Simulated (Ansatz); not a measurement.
## Electronic structure of MoS in real space

The calculation's input:

```
crystal:
  lattice:
    - [0.0, 2.5528151811, 2.552815181]
    - [5.0899026949, 2.5528151811, 2.552815181]
    - [5.0899026949, 5.1056303621, -1.0e-10]
  atoms:
    - { symbol: Mo, position: [0.5, 0.5, 0.0], spin: 2.2 }
    - { symbol: S, position: [0.0, 0.0, 0.0] }
    - { symbol: Mo, position: [0.5, 0.5, 0.5], spin: -2.2 }
    - { symbol: S, position: [0.0235034641, 0.0235034641, 0.4764965359] }
basis:
  ecutwfc: 500
  ecutrho_ratio: 4
kpoints:
  mp_grid: { grid: [12, 12, 6] }
hamiltonian:
  xc: r2scan
scf:
  occupations: { method: gaussian, width: 0.05 }
output:
  forces: true
  stress: true
  eigenvalues: true
  populations: true
  write_density: true
  write_potential: true
  elf: true
  volumetric_format: npy
magnetization:
  spin_polarized: true
checkpoint:
  read: start.run
  write: ck
  compress: false
  write_wavefunctions: false
  write_every: 100000
```

Command:

```sh
ansatz run input.yaml --threads 2 --pin off --max-ram 2662MiB --backend cpu --events-out ev --progress --plain --runs-dir out
```

Below, planes, directions and counts refer to the conventional cell (a = 5.09 Å, b = 5.11 Å, c = 5.11 Å, α = 90.00°, β = 90.00°, γ = 90.00°).

Space group Amm2; started from the rocksalt prototype, which need not be the ambient phase; changed on purpose from its base cell (atom 4 (S) moved 0.12 A along z); not relaxed (largest force 0.5 eV/Å); spin-polarised.

Computed with Ansatz, DFT r2SCAN, scalar-relativistic, plane waves, PAW.

In a PAW calculation such maps are meaningful between the atoms, not at the nuclei.

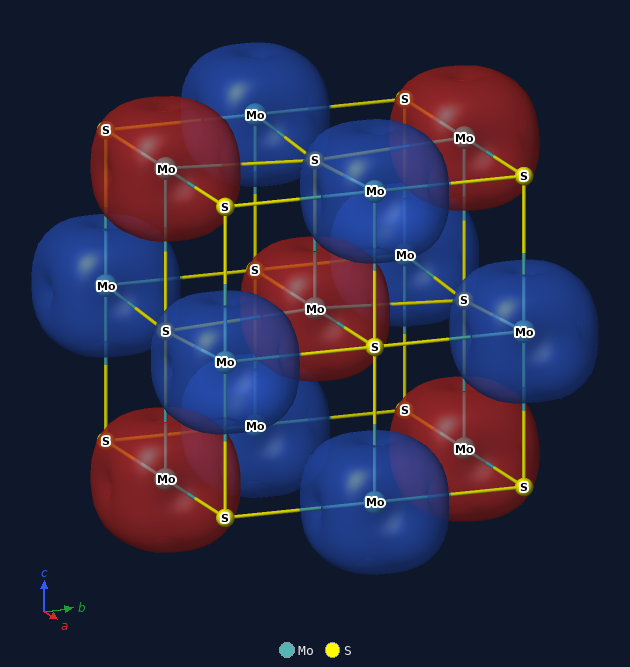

Figure 1. Isosurfaces of the magnetisation density (up minus down) at +0.1 (red) and −0.1 e/Å³ (blue), seen at an oblique angle. Sticks mark near contacts.

Describe the spin distribution.

The spin density sits on Mo: +1.9 μB (×2) and −2.0 μB (×2) in one cell of 8 atoms: ferrimagnetic (opposed moments on unlike sites) in this solution. The cell of the calculation (4 atoms) carries 0.0 μB of net spin moment.

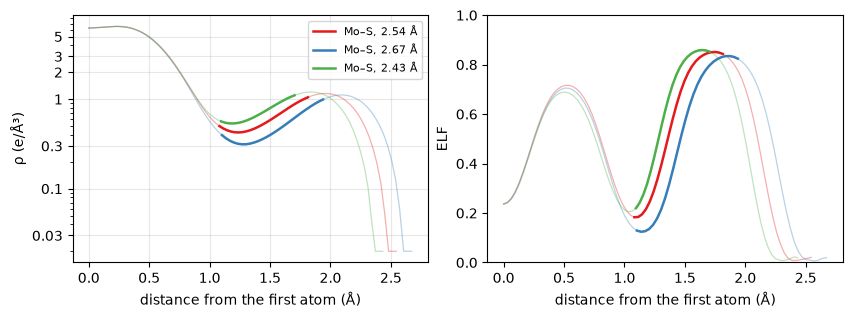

Figure 2. Valence electron density and ELF along straight lines between neighbouring atoms. Thin, pale parts lie inside the atomic spheres.

Compare the contacts.

Mo–S (2.54 Å): the density is about 0.43 e/Å³ at the midpoint; the ELF peaks at about 0.85 in the valence shell of S, 0.8 Å from its nucleus, and is about 0.35 at the midpoint.
Mo–S (2.67 Å): the density is about 0.32 e/Å³ at the midpoint; the ELF peaks at about 0.85 in the valence shell of S, 0.8 Å from its nucleus, and is about 0.25 at the midpoint.
Mo–S (2.43 Å): ρ is about 0.54 e/Å³ halfway; the ELF peaks at about 0.85 in the valence shell of S, 0.8 Å from its nucleus, and is about 0.35 at the midpoint.

Does the calculation give a band gap?

It is metallic or semimetallic at this level of theory: no gap opens; semilocal functionals without U, or without the true magnetic order, often close the gap of such compounds.
